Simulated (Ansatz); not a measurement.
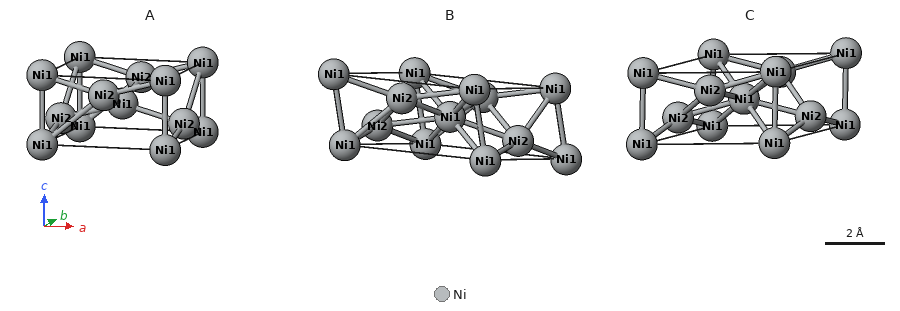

3 geometries from one relaxation of crystalline Ni (a generated structure, set up in I4_1/amd), in shuffled order. A ball-and-stick model of the conventional cell (2 times the calculation's cell), seen slightly off an axis. Lengths and directions refer to the drawn axes.

Phase: beta-Sn type.

Method: DFT, RPBE, plane waves (420 eV) with PAW, scalar-relativistic (Ansatz). (plane-wave cutoff 420 eV; k-point mesh 15 × 15 × 10; occupations fermi dirac; smearing width 0.05 eV; collinear spin; cell and atoms relaxed; force threshold 0.01 eV/Å; at most 60 steps)

Question: Order the frames from highest to lowest energy.

Answer: A, C, B. They are steps 0, 10, 30, at +458 meV per atom, +204 meV per atom relative to the last. The largest moves relative to the cell, 0.18 Å, are those of Ni1 and Ni2. Ni2 goes along [−1 1 0]. Cell: a = b 4.382 → 4.827 Å (+10.2 %), c 2.393 → 2.509 Å (+4.9 %), α 90.0° → 105.1°, β 90.0° → 105.1°, γ 90.0° → 53.5°. Volume −2.1 %. Near-neighbour distances that change, for instance: Ni1–Ni1 3.322 → 2.509 Å, Ni1–Ni2 2.832 → 2.521 Å, Ni1–Ni2 (another image) 2.271 → 2.519 Å, Ni1–Ni1 (another image) 2.393 → 2.509 Å. New bonds form: Ni1–Ni1 (3.32 → 2.51 Å), Ni2–Ni2 (3.32 → 2.51 Å). The space group (tolerance 0.01 Å) goes from I4_1/amd (No. 141) to P6_3/mmc (No. 194). After 27 accepted moves (30 points after the start) the energy has fallen by 458 meV per atom. The largest force component goes from 0.0011 to under 0.0001 eV/Å. The pressure goes from 13.20 to −0.02 GPa. The SCF was repeated 3 times at an unchanged geometry on a basis and grid sized afresh for the cell, which shifted the energy by 76.9 meV per atom at most. The program noted that the starting moments weren't kept. The run took of the order of 26 core-minutes on a shared host.
